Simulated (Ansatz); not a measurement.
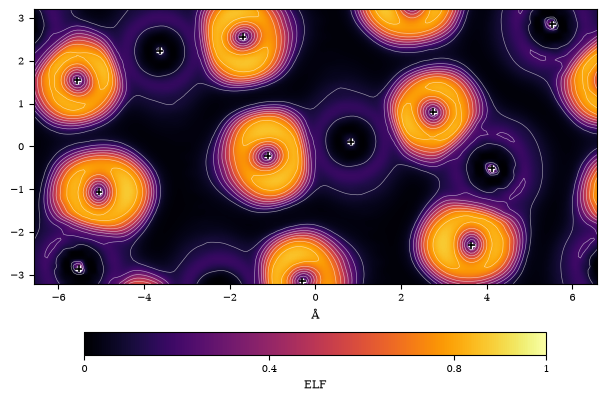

The ELF on a plane through atoms (crosses mark nuclei in the plane).

Theory: DFT PBE, scalar-relativistic, plane waves, PAW (Ansatz 0.2.0).

Candidates:
A. GaP, a = 5.51 Å, b = 5.51 Å, c = 5.51 Å, α = 90.00°, β = 90.00°, γ = 90.00°. Space group F-43m.
B. Ga2O3, a = 12.45 Å, b = 3.08 Å, c = 5.88 Å, α = 90.00°, β = 103.70°, γ = 90.00°. Space group C2/m.

Q: Which system is this?

A: Candidate B: Ga2O3 on the (010) plane of the conventional cell, which holds Ga and O. Ga–O (1.86 Å): the ELF peaks at about 0.80 in the valence shell of O, 0.6 Å from its nucleus, and is about 0.40 at the midpoint. Ga–O (1.97 Å): the ELF peaks at about 0.85 in the valence shell of O, 0.6 Å from its nucleus, and is about 0.30 at the midpoint.
